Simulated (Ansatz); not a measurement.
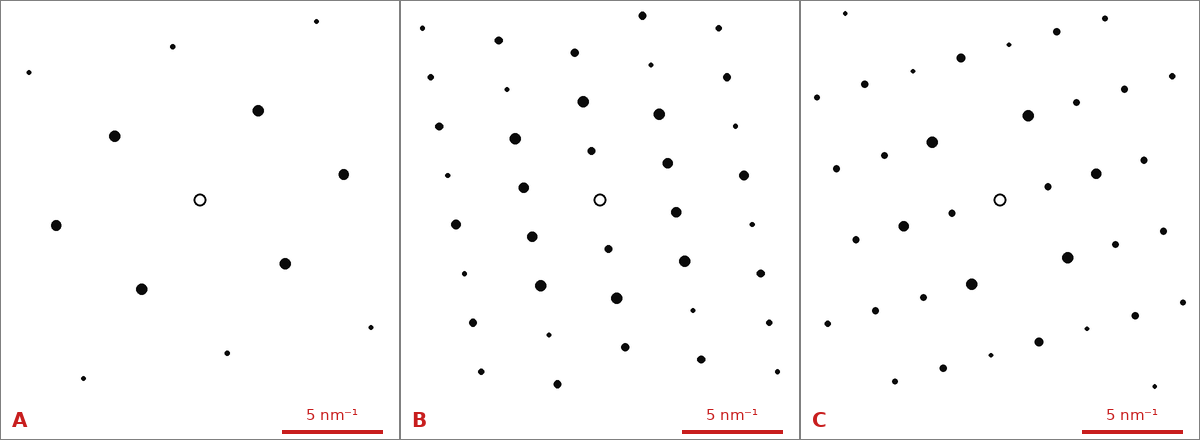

Computed electron diffraction patterns, 300 kV, single scattering only, B = 0.5 Å².

All three come from Ru, space group Cmcm (No. 63), a = 2.74 Å, b = 8.03 Å, c = 2.72 Å. Structure: the input geometry of an electronic-structure calculation (not necessarily at equilibrium); the starting structure was generated, so it need not be a known form of this composition.

```
atom  site  symmetry       x       y       z
  Ru    4c       m2m  0.0000  0.3556  0.7500
```

Assign the zone axes [001], [011], [100] to A, B and C.

A is [011]: centred rectangular net of -1 -1 1 at d = 1.88 Å and 1 -1 1 at d = 1.88 Å, at 86.4°. B is [001]: centred rectangular net of 0 2 0 at d = 4.02 Å and 1 1 0 at d = 2.59 Å, at 71.2°. C is [100]: rectangular net of 0 2 0 at d = 4.02 Å and 0 0 1 (itself extinct) at d = 2.72 Å, at 90.0°.
